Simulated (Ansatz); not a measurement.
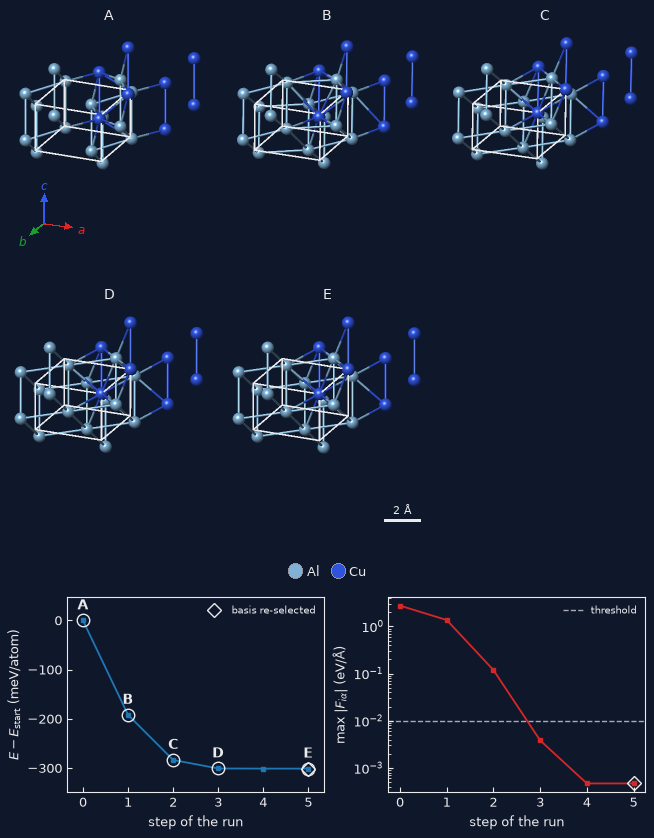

Frames of a relaxation of crystalline Al₂Cu (set up in P1), marked on the history of the run. Style: ball-and-stick. Shown: the cell of the calculation, repeated 2 × 2 × 2 with one cell outlined, from a free direction.

Case: all atoms moved at random, sigma 0.15 Å for each component; relaxed back.

The calculation used DFT PBEsol, scalar-relativistic, plane waves, PAW in Ansatz 0.2.0. Settings: plane-wave cutoff 420 eV; k-point mesh 8 × 8 × 12; occupations gaussian; smearing width 0.15 eV; no spin polarisation; cell and atoms relaxed; force threshold 0.01 eV/Å; at most 80 steps.

### What happens along the run?

The atom that moves furthest relative to the cell is an Al atom (0.32 Å roughly along [2 1 −3]). By element the largest moves are Al 0.32 Å, Cu 0.26 Å. The volume changes by +0.1 %, with a = b 4.084 → 4.092 Å (+0.2 %), c 2.846 → 2.839 Å (−0.3 %). Some distances before and after: Al–Cu 2.884 → 2.491 Å, Al–Al 3.251 → 2.893 Å, Al–Cu 2.147 → 2.491 Å, Al–Cu 2.810 → 2.490 Å. The space group (tolerance 0.01 Å) goes from P1 (No. 1) to P4/mmm (No. 123). The energy falls by 301 meV per atom in 4 accepted moves (5 points after the start). Largest force component: 2.7 eV/Å at the start, 0.00047 eV/Å at the end. The pressure goes from 9.16 to 0.00 GPa. The SCF was repeated once at an unchanged geometry on a basis and grid sized afresh for the cell, which shifted the energy by less than 0.05 meV per atom at most. The run took 4 min on 1 thread of Arm Neoverse V2, with other jobs on the host, peak memory 0.61 GiB. From step 0 to 1: Al atoms move most (0.13 Å), volume −1.8 %, energy −192 meV per atom. From step 1 to 2: an Al atom moves most (0.19 Å), volume −1.6 %, energy −91.6 meV per atom. From step 2 to 3: an Al atom moves most (0.02 Å), volume +3.7 %, energy −17.3 meV per atom. From step 3 to 5: volume −0.1 %, energy −0.3 meV per atom.

```tsv
step	E − E(0), meV/atom	largest force component, eV/Å	pressure, GPa	volume, Å³/atom	note
0	0.00	2.7440	9.16	15.826	
1	-191.82	1.3622	5.10	15.548	
2	-283.42	0.1191	4.07	15.299	
3	-300.73	0.0038	-0.13	15.871	
4	-301.03	0.0005	-0.01	15.849	
5	-301.04	0.0005	0.00	15.849	same geometry, new basis
```
